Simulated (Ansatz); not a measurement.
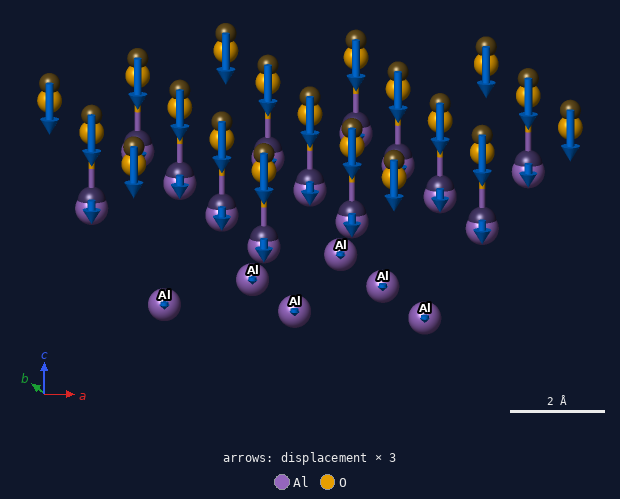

This is a constrained relaxation of a slab of composition Al$_{8}$O. The starting structure is drawn faded, the final one solid; blue arrows show the displacements, magnified 3 times.

Style: ball-and-stick. Shown: the atoms within 5.8 Å of the atom that moves most (axes of the 3 × 3 repeat of the cell, outlined in the plane, without the vacuum), slightly off an axis.

4 atoms are held fixed.

Level of theory: Ansatz, DFT PBEsol, scalar-relativistic, plane waves, PAW; settings changed.

Input
```yaml
crystal:
  lattice:
    - [2.8362844922, 0.0, 0.0]
    - [-1.4181422461, 2.4562944226, 0.0]
    - [0.0, 0.0, 35.3137615421]
  atoms:
    - { symbol: Al, position: [0.3333333333, 0.6666666667, 0.2406993656] }
    - { symbol: Al, position: [0.0, 0.0, 0.3066945262] }
    - { symbol: Al, position: [0.6666666667, 0.3333333333, 0.3726896867] }
    - { symbol: Al, position: [0.0, 0.0, 0.4386848473] }
    - { symbol: Al, position: [0.3333333333, 0.6666666667, 0.5041562492] }
    - { symbol: Al, position: [0.0, 0.0, 0.5704373706] }
    - { symbol: Al, position: [0.6666666667, 0.3333333333, 0.6367922409] }
    - { symbol: Al, position: [0.0, 0.0, 0.7041304592] }
    - { symbol: O, position: [0.0, 0.0, 0.7573674953] }
basis:
  ecutwfc: 420
  ecutrho_ratio: 8
  xc_grid: 4
kpoints:
  mp_grid: { grid: [12, 12, 1] }
hamiltonian:
  xc: pbesol
scf:
  occupations: { method: gaussian, width: 0.1 }
output:
  forces: true
  eigenvalues: true
relax:
  adjacent_minimum: "off"
  f_tol: 0.03
  max_steps: 70
  constraints: [{ sites: [0, 1, 2, 3] }]
efield:
  axis: 3
  dipole_correction: true
  ramp_width: 0.04
```

Launched with:
```bash
ansatz run input.yaml --threads 2 --pin off --max-ram 5120MiB --backend cpu --events-out ev --progress --plain --runs-dir out
```

Question: What did the optimiser do to the structure, and how much energy did it gain?

Answer: After 4 accepted moves (5 points after the start) the energy has fallen by 0.389 eV per cell of the calculation. Largest force component: 3 eV/Å at the start, 0.016 eV/Å at the end. 1 step only repeated the SCF at the same geometry. The largest move is that of O9, 0.38 Å along the normal (−c). Largest moves by element: O 0.38 Å, Al 0.17 Å. The cell stays as it was. Near-neighbour distances that change, for instance: Al8–O9 1.880 → 1.677 Å.
